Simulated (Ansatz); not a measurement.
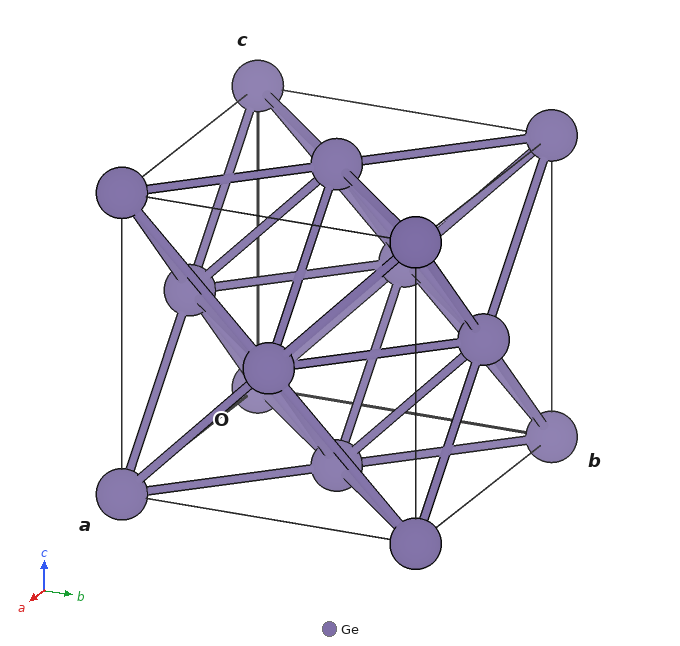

One unit cell is drawn above. Crystal: Ge, the input geometry of an electronic-structure calculation (not necessarily at equilibrium); the starting structure was generated, so it need not be a known form of this composition. The drawing is computed from the coordinates (standard cell, symmetry found to 0.002 Å).

```yaml
crystal:
  lattice:
    - [4.31413, 0.00000, 0.00000]
    - [0.00000, 4.31413, 0.00000]
    - [0.00000, 0.00000, 4.31413]
  atoms:
    - { symbol: Ge, position: [0.00000, 0.00000, 0.00000] }
    - { symbol: Ge, position: [0.00000, 0.50000, 0.50000] }
    - { symbol: Ge, position: [0.50000, 0.00000, 0.50000] }
    - { symbol: Ge, position: [0.50000, 0.50000, 0.00000] }
```

> What is its point group?

m-3m (Oh), order 48, cubic system: three fourfold axes, four threefold axes, six twofold axes, nine mirror planes, an inversion centre.

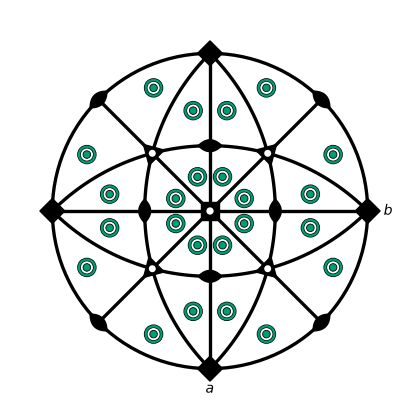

Stereographic projection: filled dots lie in the upper hemisphere, open rings in the lower; heavy lines are mirror planes (a heavy rim: a mirror in the plane of the page); lens, triangle, square and hexagon are 2-, 3-, 4- and 6-fold axes, a lens in an open square is −4, a triangle in an open hexagon −6; thin dashed diameters join the ends of axes that lie in the page; a small open circle marks inversion. The poles are one general form. The c axis points at the viewer.

> What does this class allow?

Class m-3m is centrosymmetric, so neither piezoelectric nor pyroelectric; it is not chiral. Its Laue class is m-3m.
